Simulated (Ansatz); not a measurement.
Run report: C, geometry relaxation (part 1 of 2)

C (12 atoms in the cell), computed with DFT PBE, scalar-relativistic, plane waves, PAW (Ansatz 0.2.0).

The structure derives from a Materials Project entry. The run did not end well. It belongs to a series of runs on one base structure; here: biaxial strain in the a-b plane, c and atoms relaxed: +1.0 %. Figures and captions count atoms from 1; the log counts them from 0 in places.

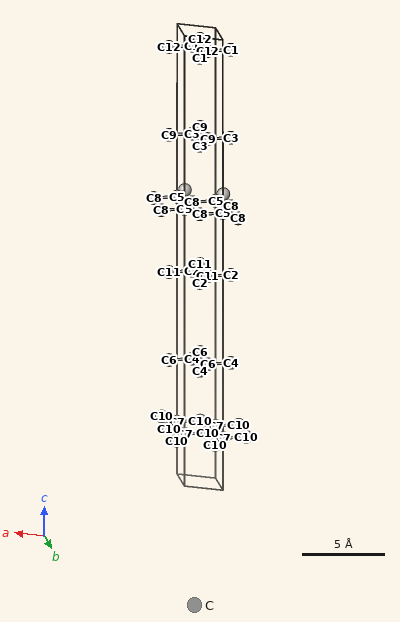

**Figure 1.** The starting structure (ball-and-stick view of the cell of the calculation, seen at an oblique angle; neighbours outside the cell are drawn fainter; atoms are numbered from 1 in the order of the input). An atom can appear more than once, as a periodic image. Near neighbours in the periodic cell (some may lie outside the picture): C has 3 C at 1.44 Å.

Input
```yaml
crystal:
  lattice:
    - [2.4912418268, 0.0, 0.0]
    - [-1.2456209134, 2.157478709, 0.0]
    - [0.0, 0.0, 28.8204409696]
  atoms:
    - { symbol: C, position: [0.6666666667, 0.3333333333, 0.96330469] }
    - { symbol: C, position: [0.6666666667, 0.3333333333, 0.4633053611] }
    - { symbol: C, position: [0.6666666667, 0.3333333333, 0.7679576237] }
    - { symbol: C, position: [0.6666666667, 0.3333333333, 0.2679576625] }
    - { symbol: C, position: [0.0, 0.0, 0.6157376426] }
    - { symbol: C, position: [0.3333333333, 0.6666666667, 0.2679576237] }
    - { symbol: C, position: [0.0, 0.0, 0.1157376426] }
    - { symbol: C, position: [0.6666666667, 0.3333333333, 0.6157370101] }
    - { symbol: C, position: [0.3333333333, 0.6666666667, 0.7679576625] }
    - { symbol: C, position: [0.3333333333, 0.6666666667, 0.1157370101] }
    - { symbol: C, position: [0.3333333333, 0.6666666667, 0.46330469] }
    - { symbol: C, position: [0.3333333333, 0.6666666667, 0.9633053611] }
basis:
  ecutwfc: 420
kpoints:
  mp_grid: { grid: [18, 18, 2] }
hamiltonian:
  xc: pbe
scf:
  occupations: { method: gaussian, width: 0.1 }
output:
  forces: true
  stress: true
  eigenvalues: true
relax:
  adjacent_minimum: "off"
  f_tol: 0.008
  max_steps: 40
  cell: { stress_tol: 0.015, fix: [a, b, gamma] }
```

Machine: 2 threads of Intel Xeon @ 2.50GHz (Skylake/Cascade Lake), 192 GiB of memory available, shared host.

Launch command:
```bash
ansatz run input.yaml --threads 2 --pin off --max-ram 5120MiB --backend cpu --events-out ev --progress --plain --runs-dir out
```

Output
```
Engine: ansatz 0.2.0, x86_64-unknown-linux-gnu
Pseudopotentials: kind: paw
Pseudopotential: C, paw, valence charge 4, recommended cutoff 420 eV (normal), C.paw.azcp
Functional definition: PBE
  parameter kappa = 0.804
  parameter beta = 0.06672455060314922
  exchange = pbe_x(kappa = kappa, mu = beta*pi^2/3)
  correlation = pbe_c(beta = beta)
Crystal: 12 atoms, lattice volume = 154.904 Å³
Basis set: ecut = 420 eV, 2911 PW (Γ), exchange–correlation on 36×36×400 points (8 copies of the dense FFT grid, shifted against one another)
Bands: 36, of which v1, the nominal top of the filled ones, is band 24 counted from 1 (23 counted from 0)
Symmetry: 12 space group operations
Space group: P63mc (ITA 186), of the structure as read, at distance tolerance 5.4e-5 Å
k-points: 74 of 648
Non-local potential: C, projectors of the file, l = 0: 2, l = 1: 2, l = 2: 1
PAW form: soft (Blöchl's): semilocal exchange-correlation on the pseudo side does not see the compensation charge
PAW one-centre angular grid: C, 110 points (default); XC on 64 Gauss nodes
Initial density: superposition of atomic densities (neutral atoms: chi_scale 0, normalization atom), corrected by the library's trained network
Initial wavefunctions: pseudopotential atomic-orbital guess
Functional: x = pbe(κ = 0.804, μ = 0.2195149727645171), c = pbe(β = 0.06672455060314922)
SCF iter   1: F=—  HF=-3011.240571 eV  |F-HF|=—  |Δ(HF+E_count)|=         —  Δρ=3.99e-3  dr2=2.50e-2  ethr=1.77e-3  ⟨swp⟩=11.4  Hψ=15614  notcnv=0  defer=51
preconditioner: auto → LDOS  [metal: Δε(μ)=0.004 eV  Ē_g=15.035 eV  σ=0.100 eV  W_gap=0.02  n_scr=20 (ndim 8)  ℏωp=20.7 eV  f_vac=0.308  D(μ)=0.72/eV (n_scr^D=8)  β→1.0]
SCF iter   2: F=—  HF=-3011.238123 eV  |F-HF|=—  |Δ(HF+E_count)|=   2.45e-3  Δρ=1.30e-3  dr2=3.45e-3  ethr=5.20e-5  ⟨swp⟩=2.0  Hψ=5492  notcnv=0  defer=295
SCF iter   3: F=—  HF=-3011.236521 eV  |F-HF|=—  |Δ(HF+E_count)|=   1.60e-3  Δρ=1.68e-4  dr2=2.41e-5  ethr=7.18e-6  ⟨swp⟩=2.1  Hψ=4099  notcnv=0  defer=295
SCF iter   4: F=—  HF=-3011.236501 eV  |F-HF|=—  |Δ(HF+E_count)|=   2.00e-5  Δρ=7.97e-5  dr2=1.36e-5  ethr=5.01e-8  ⟨swp⟩=2.0  Hψ=4066  notcnv=0  defer=293
SCF iter   5: F=—  HF=-3011.236498 eV  |F-HF|=—  |Δ(HF+E_count)|=   3.35e-6  Δρ=1.36e-5  dr2=2.29e-7  ethr=2.84e-8  ⟨swp⟩=2.0  Hψ=3762  notcnv=0  defer=293
SCF iter   6: F=-3011.236498 eV  HF=-3011.236498 eV  |F-HF|=2.43e-8  |Δ(HF+E_count)|=   2.76e-8  Δρ=3.84e-6  dr2=3.27e-8  ethr=2.08e-10  ⟨swp⟩=36.4  Hψ=22267  notcnv=0
the search or the solves at the SCF's close seem to have found levels that the self-consistency loop had missed (the run counts 1). By its estimate they hold under 1e-12 electrons; where the run keeps them, the occupations were computed again with them
SCF 1 converged in 6 iterations: F = -3011.236498 eV  dr2 = 3.27e-8
  greatest PAW one-centre occupation: 0.666 electrons in one spin orbital (limit 2), on the C atom at site 9 (counted from 0), in its partial waves of l = 0
relax step   1: F+E_penalty+E_count = -3011.23649766 eV  Δ(F+E_penalty+E_count) = +0.000e0 eV  max|allowed force component| = 1.024e-3 eV/Å  Δτ_max = 0.0000 Å  P = -5.506 GPa  Ω = 154.904 Å³  fix = [a, b, gamma]  reactions: a -8.248, b -8.248 GPa  (6 SCF iters, dr2 threshold 1.00e-7 eV, accepted)
Crystal: 12 atoms, lattice volume = 154.789 Å³
Initial density: handed on by an earlier stage of this run
Initial wavefunctions: those handed on with the density
iter 1 solved again at ethr=2.75e-6 eV; its pass at ethr=3.10e-3 eV (dr2=1.32e-3 eV) is discarded
SCF iter   1: F=—  HF=-3011.237268 eV  |F-HF|=—  |Δ(HF+E_count)|=         —  Δρ=1.04e-3  dr2=1.38e-3  ethr=2.75e-6  ⟨swp⟩=2.2  Hψ=10338  notcnv=0
preconditioner: auto → LDOS  [metal: Δε(μ)=0.000 eV  Ē_g=14.969 eV  σ=0.100 eV  W_gap=0.00  n_scr=20 (ndim 8)  ℏωp=20.7 eV  f_vac=0.306  D(μ)=0.71/eV (n_scr^D=8)  β→1.0]
SCF iter   2: F=—  HF=-3011.237293 eV  |F-HF|=—  |Δ(HF+E_count)|=   2.49e-5  Δρ=5.47e-4  dr2=1.58e-3  ethr=2.75e-6  ⟨swp⟩=2.3  Hψ=4299  notcnv=0
SCF iter   3: F=—  HF=-3011.236859 eV  |F-HF|=—  |Δ(HF+E_count)|=   4.34e-4  Δρ=8.21e-5  dr2=8.43e-6  ethr=2.75e-6  ⟨swp⟩=2.0  Hψ=3616  notcnv=0
SCF iter   4: F=—  HF=-3011.236828 eV  |F-HF|=—  |Δ(HF+E_count)|=   3.06e-5  Δρ=1.47e-5  dr2=1.66e-7  ethr=1.76e-8  ⟨swp⟩=2.1  Hψ=4350  notcnv=0
SCF iter   5: F=—  HF=-3011.236828 eV  |F-HF|=—  |Δ(HF+E_count)|=   3.85e-7  Δρ=7.21e-6  dr2=7.12e-8  ethr=3.46e-10  ⟨swp⟩=2.0  Hψ=4448  notcnv=0
SCF iter   6: F=-3011.236828 eV  HF=-3011.236828 eV  |F-HF|=2.46e-11  |Δ(HF+E_count)|=   1.49e-8  Δρ=8.51e-7  dr2=7.19e-10  ethr=2.57e-12  ⟨swp⟩=5.7  Hψ=12669  notcnv=0
SCF 2 converged in 6 iterations: F = -3011.236828 eV  dr2 = 7.19e-10
relax step   2: F+E_penalty+E_count = -3011.23682789 eV  Δ(F+E_penalty+E_count) = -3.302e-4 eV  max|allowed force component| = 6.802e-4 eV/Å  Δτ_max = 0.0045 Å  P = -5.507 GPa  Ω = 154.789 Å³  energy of the carried Pulay correction = +3.038e-4 eV  fix = [a, b, gamma]  reactions: a -8.253, b -8.253 GPa  (6 SCF iters, dr2 threshold 1.23e-9 eV, accepted)
[... from here on the SCF iterations and repeated set-up lines of each step are left out, up to the last step ...]
SCF 3 converged in 8 iterations: F = -3011.238141 eV  dr2 = 9.45e-11
relax step   3: F+E_penalty+E_count = -3011.23814075 eV  Δ(F+E_penalty+E_count) = -1.313e-3 eV  max|allowed force component| = 2.304e-3 eV/Å  Δτ_max = 0.0194 Å  P = -5.513 GPa  Ω = 154.320 Å³  energy of the carried Pulay correction = +1.540e-3 eV  fix = [a, b, gamma]  reactions: a -8.272, b -8.272 GPa  (8 SCF iters, dr2 threshold 7.40e-10 eV, accepted)
SCF 4 converged in 12 iterations: F = -3011.239394 eV  dr2 = 1.79e-15
relax step   4: F+E_penalty+E_count = -3011.23939356 eV  Δ(F+E_penalty+E_count) = -1.253e-3 eV  max|allowed force component| = 1.839e-3 eV/Å  Δτ_max = 0.0273 Å  P = -5.520 GPa  Ω = 153.866 Å³  energy of the carried Pulay correction = +2.742e-3 eV  fix = [a, b, gamma]  reactions: a -8.290, b -8.290 GPa  (12 SCF iters, accepted)
SCF 5 converged in 9 iterations: F = -3011.240220 eV  dr2 = 4.12e-12
relax step   5: F+E_penalty+E_count = -3011.24021985 eV  Δ(F+E_penalty+E_count) = -8.263e-4 eV  max|allowed force component| = 9.105e-4 eV/Å  Δτ_max = 0.0298 Å  P = -5.525 GPa  Ω = 153.572 Å³  energy of the carried Pulay correction = +3.521e-3 eV  fix = [a, b, gamma]  reactions: a -8.302, b -8.302 GPa  (9 SCF iters, dr2 threshold 9.45e-10 eV, accepted)
SCF 6 converged in 9 iterations: F = -3011.241939 eV  dr2 = 1.48e-10
relax step   6: F+E_penalty+E_count = -3011.24193928 eV  Δ(F+E_penalty+E_count) = -1.719e-3 eV  max|allowed force component| = 9.713e-4 eV/Å  Δτ_max = 0.0925 Å  P = -5.537 GPa  Ω = 152.977 Å³  energy of the carried Pulay correction = +5.099e-3 eV  fix = [a, b, gamma]  reactions: a -8.325, b -8.325 GPa  (9 SCF iters, dr2 threshold 1.92e-9 eV, accepted)
SCF 7 converged in 13 iterations: F = -3011.244203 eV  dr2 = 2.82e-10
relax step   7: F+E_penalty+E_count = -3011.24420250 eV  Δ(F+E_penalty+E_count) = -2.263e-3 eV  max|allowed force component| = 2.010e-3 eV/Å  Δτ_max = 0.1944 Å  P = -5.552 GPa  Ω = 152.173 Å³  energy of the carried Pulay correction = +7.243e-3 eV  fix = [a, b, gamma]  reactions: a -8.359, b -8.359 GPa  (13 SCF iters, dr2 threshold 4.05e-9 eV, accepted)
SCF 8 converged in 8 iterations: F = -3011.242357 eV  dr2 = 1.08e-9
relax step   8: F+E_penalty+E_count = -3011.24235693 eV  Δ(F+E_penalty+E_count) = +1.846e-3 eV  max|allowed force component| = 1.505e-3 eV/Å  Δτ_max = 0.0767 Å  P = -5.540 GPa  Ω = 152.920 Å³  energy of the carried Pulay correction = +5.251e-3 eV  fix = [a, b, gamma]  reactions: a -8.326, b -8.326 GPa  (8 SCF iters, dr2 threshold 9.47e-9 eV, accepted)
SCF 9 converged in 7 iterations: F = -3011.241341 eV  dr2 = 2.25e-9
relax step   9: F+E_penalty+E_count = -3011.24134066 eV  Δ(F+E_penalty+E_count) = +1.016e-3 eV  max|allowed force component| = 2.983e-4 eV/Å  Δτ_max = 0.0310 Å  P = -5.534 GPa  Ω = 153.342 Å³  energy of the carried Pulay correction = +4.131e-3 eV  fix = [a, b, gamma]  reactions: a -8.308, b -8.308 GPa  (7 SCF iters, dr2 threshold 2.67e-9 eV, accepted)
SCF 10 converged in 9 iterations: F = -3011.240600 eV  dr2 = 7.01e-12
relax step  10: F+E_penalty+E_count = -3011.24059997 eV  Δ(F+E_penalty+E_count) = +7.407e-4 eV  max|allowed force component| = 5.770e-4 eV/Å  Δτ_max = 0.0449 Å  P = -5.531 GPa  Ω = 153.634 Å³  energy of the carried Pulay correction = +3.355e-3 eV  fix = [a, b, gamma]  reactions: a -8.296, b -8.296 GPa  (9 SCF iters, accepted)
SCF 11 converged in 7 iterations: F = -3011.237565 eV  dr2 = 2.36e-13
relax step  11: F+E_penalty+E_count = -3011.23756469 eV  Δ(F+E_penalty+E_count) = +3.035e-3 eV  max|allowed force component| = 5.852e-4 eV/Å  Δτ_max = 0.0000 Å  P = -5.559 GPa  Ω = 153.634 Å³  fix = [a, b, gamma]  reactions: a -8.311, b -8.311 GPa  stress off target by 5.56e-2 GPa on what of the cell is left free  SCF on the basis re-selected at this cell (its energy is not comparable with the rows above)  (7 SCF iters)
SCF 12 converged in 6 iterations: F = -3011.241061 eV  dr2 = 6.31e-10
relax step  12: F+E_penalty+E_count = -3011.24106083 eV  Δ(F+E_penalty+E_count) = -3.496e-3 eV  max|allowed force component| = 1.229e-3 eV/Å  Δτ_max = 0.0033 Å  P = -5.588 GPa  Ω = 152.398 Å³  energy of the carried Pulay correction = +3.245e-3 eV  fix = [a, b, gamma]  reactions: a -8.377, b -8.377 GPa  (6 SCF iters, dr2 threshold 7.72e-9 eV, accepted)
SCF 13 converged in 8 iterations: F = -3011.241823 eV  dr2 = 6.15e-12
relax step  13: F+E_penalty+E_count = -3011.24182271 eV  Δ(F+E_penalty+E_count) = -7.619e-4 eV  max|allowed force component| = 9.000e-4 eV/Å  Δτ_max = 0.0037 Å  P = -5.596 GPa  Ω = 152.107 Å³  energy of the carried Pulay correction = +3.996e-3 eV  fix = [a, b, gamma]  reactions: a -8.393, b -8.393 GPa  (8 SCF iters, accepted)
SCF 14 converged in 7 iterations: F = -3011.238033 eV  dr2 = 5.35e-13
relax step  14: F+E_penalty+E_count = -3011.23803342 eV  Δ(F+E_penalty+E_count) = +3.789e-3 eV  max|allowed force component| = 9.081e-4 eV/Å  Δτ_max = 0.0000 Å  P = -5.614 GPa  Ω = 152.107 Å³  fix = [a, b, gamma]  reactions: a -8.395, b -8.395 GPa  stress off target by 5.21e-2 GPa on what of the cell is left free  SCF on the basis re-selected at this cell (its energy is not comparable with the rows above)  (7 SCF iters)
SCF 15 converged in 7 iterations: F = -3011.242450 eV  dr2 = 2.51e-9
relax step  15: F+E_penalty+E_count = -3011.24244953 eV  Δ(F+E_penalty+E_count) = -4.416e-3 eV  max|allowed force component| = 5.560e-3 eV/Å  Δτ_max = 0.0057 Å  P = -5.662 GPa  Ω = 150.521 Å³  energy of the carried Pulay correction = +4.155e-3 eV  fix = [a, b, gamma]  reactions: a -8.492, b -8.492 GPa  (7 SCF iters, dr2 threshold 6.79e-9 eV, accepted)
SCF 16 converged in 7 iterations: F = -3011.238501 eV  dr2 = 3.06e-13
relax step  16: F+E_penalty+E_count = -3011.23850135 eV  Δ(F+E_penalty+E_count) = +3.948e-3 eV  max|allowed force component| = 5.576e-3 eV/Å  Δτ_max = 0.0000 Å  P = -5.672 GPa  Ω = 150.521 Å³  fix = [a, b, gamma]  reactions: a -8.484, b -8.484 GPa  stress off target by 4.84e-2 GPa on what of the cell is left free  SCF on the basis re-selected at this cell (its energy is not comparable with the rows above)  (7 SCF iters)
SCF 17 converged in 7 iterations: F = -3011.242870 eV  dr2 = 7.61e-10
relax step  17: F+E_penalty+E_count = -3011.24286986 eV  Δ(F+E_penalty+E_count) = -4.369e-3 eV  max|allowed force component| = 4.994e-3 eV/Å  Δτ_max = 0.0110 Å  P = -5.722 GPa  Ω = 148.955 Å³  energy of the carried Pulay correction = +4.141e-3 eV  fix = [a, b, gamma]  reactions: a -8.583, b -8.583 GPa  (7 SCF iters, dr2 threshold 5.85e-9 eV, accepted)
iter 1 solved again at ethr=1.20e-7 eV; its pass at ethr=3.10e-3 eV (dr2=5.76e-5 eV) is discarded
SCF iter   1: F=—  HF=-3011.238911 eV  |F-HF|=—  |Δ(HF+E_count)|=         —  Δρ=6.28e-5  dr2=8.60e-7  ethr=1.20e-7  ⟨swp⟩=4.5  Hψ=23543  notcnv=0  defer=1
preconditioner: auto → LDOS  [metal: Δε(μ)=0.001 eV  Ē_g=15.000 eV  σ=0.100 eV  W_gap=0.00  n_scr=18 (ndim 8)  ℏωp=21.1 eV  f_vac=0.288  D(μ)=0.72/eV (n_scr^D=8)  β→1.0]
SCF iter   2: F=—  HF=-3011.238943 eV  |F-HF|=—  |Δ(HF+E_count)|=   3.23e-5  Δρ=7.69e-6  dr2=1.16e-7  ethr=1.79e-9  ⟨swp⟩=3.0  Hψ=4873  notcnv=0  defer=1
SCF iter   3: F=—  HF=-3011.238943 eV  |F-HF|=—  |Δ(HF+E_count)|=   4.50e-8  Δρ=2.04e-6  dr2=6.32e-9  ethr=2.42e-10  ⟨swp⟩=2.2  Hψ=4214  notcnv=0  defer=1
SCF iter   4: F=—  HF=-3011.238943 eV  |F-HF|=—  |Δ(HF+E_count)|=   3.26e-9  Δρ=8.89e-7  dr2=2.28e-9  ethr=1.32e-11  ⟨swp⟩=2.1  Hψ=4368  notcnv=0  defer=1
SCF iter   5: F=—  HF=-3011.238943 eV  |F-HF|=—  |Δ(HF+E_count)|=  5.30e-10  Δρ=2.44e-7  dr2=1.40e-10  ethr=4.74e-12  ⟨swp⟩=2.3  Hψ=3848  notcnv=0  defer=1
SCF iter   6: F=—  HF=-3011.238943 eV  |F-HF|=—  |Δ(HF+E_count)|=  4.00e-11  Δρ=9.38e-8  dr2=1.47e-11  ethr=1.00e-12  ⟨swp⟩=1.6  Hψ=3294  notcnv=0  defer=1
SCF iter   7: F=-3011.238943 eV  HF=-3011.238943 eV  |F-HF|=9.09e-13  |Δ(HF+E_count)|=  1.82e-12  Δρ=1.25e-8  dr2=2.77e-13  ethr=1.00e-12  ⟨swp⟩=19.3  Hψ=15937  notcnv=0
SCF 18 converged in 7 iterations: F = -3011.238943 eV  dr2 = 2.77e-13
relax step  18: F+E_penalty+E_count = -3011.23894306 eV  Δ(F+E_penalty+E_count) = +3.927e-3 eV  max|allowed force component| = 5.028e-3 eV/Å  Δτ_max = 0.0000 Å  P = -5.731 GPa  Ω = 148.955 Å³  fix = [a, b, gamma]  reactions: a -8.574, b -8.574 GPa  stress off target by 4.39e-2 GPa on what of the cell is left free  SCF on the basis re-selected at this cell (its energy is not comparable with the rows above)  (7 SCF iters)
```

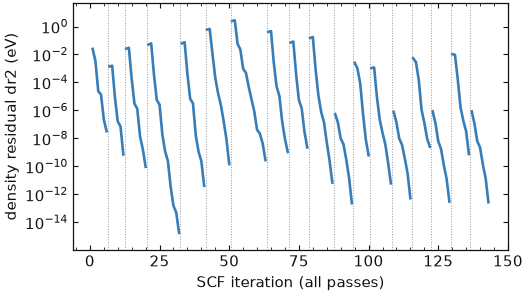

**Figure 2.** Convergence of the self-consistent field: density residual dr2 against the SCF iteration. The dotted lines part the SCF passes of the relaxation: geometry steps, rejected trials and re-solves on a re-selected basis. The 18 passes take 6 to 13 iterations each, 143 in all.

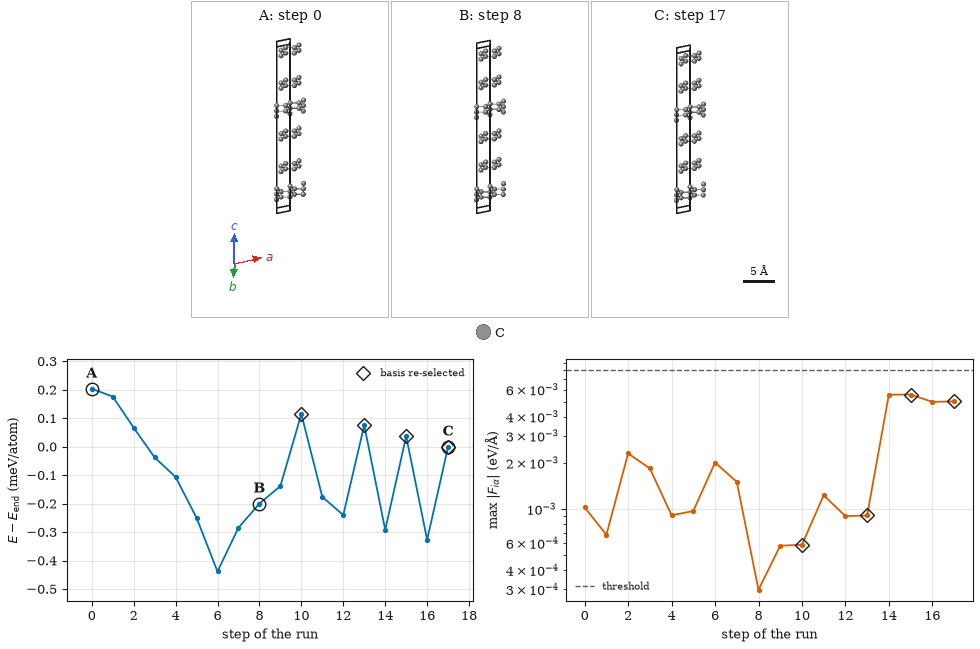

**Figure 3.** Frames of the relaxation (ball-and-stick view of the cell of the calculation, repeated 2 × 2 × 1, seen at an oblique angle) above the curves, on which the letters mark them (the first geometry is step 0 here and step 1 in the log).

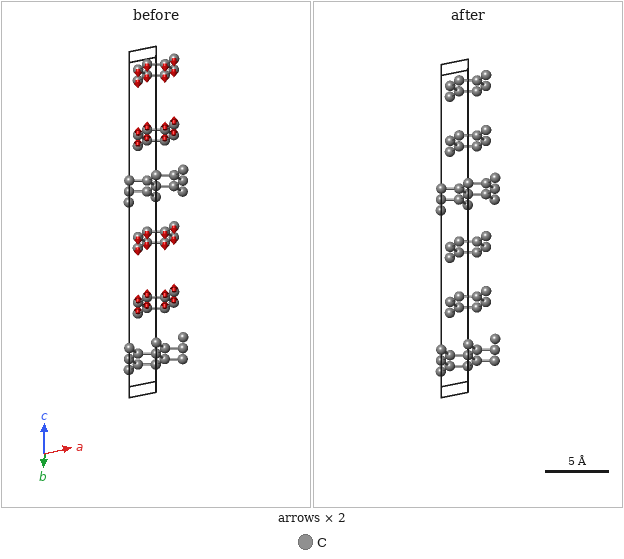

**Figure 4.** Before (left) and after (right) the relaxation, at one scale (ball-and-stick view of the cell of the calculation, repeated 2 × 2 × 1, seen at an oblique angle). The red arrows give the displacements (without the part carried along by the change of the cell), magnified 2 times. The run was cut off at its time limit before the relaxation converged, so the last structure is only a point on the way. After 13 geometry steps the energy has fallen by 0.5 meV per atom. The largest force component goes from 0.001 to 0.005 eV/Å. The pressure goes from −5.51 to −5.73 GPa. The basis was re-selected 3 times at an unchanged geometry, which shifts the energy a little without any move. The largest moves relative to the cell, 0.35 Å, are those of C3, C4, C6 and C9. The volume changes by −3.8 %, with a = b stay at 2.491 Å, c 28.820 → 27.714 Å (−3.8 %). The space group (tolerance 0.01 Å) goes from P6_3/mmc (No. 194) to P6_3mc (No. 186). The energy change given includes the shifts at the re-selections in mid-walk, which come without any move. A last SCF at the same geometry on a re-selected plane-wave basis shifts the energy by +0.3 meV per atom. (Atoms are counted from 1 in the order of the input.)

```
basis re-selected at this cell: Δ(F+E_penalty+E_count) = +3.927e-3 eV, ΔP = -0.009 GPa vs the last step (what re-selecting the basis moved, of the pressure what is left beyond the Pulay correction that the steps carried, after the strain that the cell walked since its last selection, with what the two solves' SCF thresholds leave and, on support functions, any second-order correction that the steps lacked; it is no measure of the basis error at this ecutwfc). This SCF's stress stands 4.39e-2 GPa from its target on what of the cell is left free (relax.cell.stress_tol is 1.50e-2 GPa) and its largest allowed force component is 5.03e-3 eV/Å (relax.f_tol is 8.00e-3 eV/Å): not within both, so this SCF does not close the relaxation
Step cancelled. What follows is not a result of the run: it is the report of the last solve that finished, which converged after 7 SCF iterations.
Free energy (F): -3011.238943 eV
Harris-Foulkes:  -3011.238943 eV  (|F-HF|=9.09e-13)
Internal energy: -3011.235320 eV  (E = F + TS)
E sigma→0 (E₀):  -3011.237132 eV
Entropy (-TS):   -0.003623 eV (-0.302 meV/atom)
Fermi energy:    3.737744 eV
--- Per-component energies (eV) ---
  E_band       = -254.208653
  E_kinetic    = 1079.097102
  E_local      = -3028.594831  (includes V_loc(G=0)·N_el)
  E_nonlocal   = 324.857033
  E_hartree    = 1079.737796
  E_xc         = -572.670432
  E_vxc        = -708.730059  (∫ρ·V_xc dr)
  E_paw        = -1191.038811  (= ΣΔE_a)
  E_vpaw       = -80.313561  (= ΣTr[D̂ρ^β])
  E_aug_tail   = 0.000083  (compensation charges beyond the density's cutoff)
  E_ewald      = -702.623262
  E_smearing   = -0.003623  (= −TS)
  E_closure    = -0.000000  (closes the sum)
  Σ components = -3011.238943   (vs F -3011.238943, Δ=0.00e0)
```
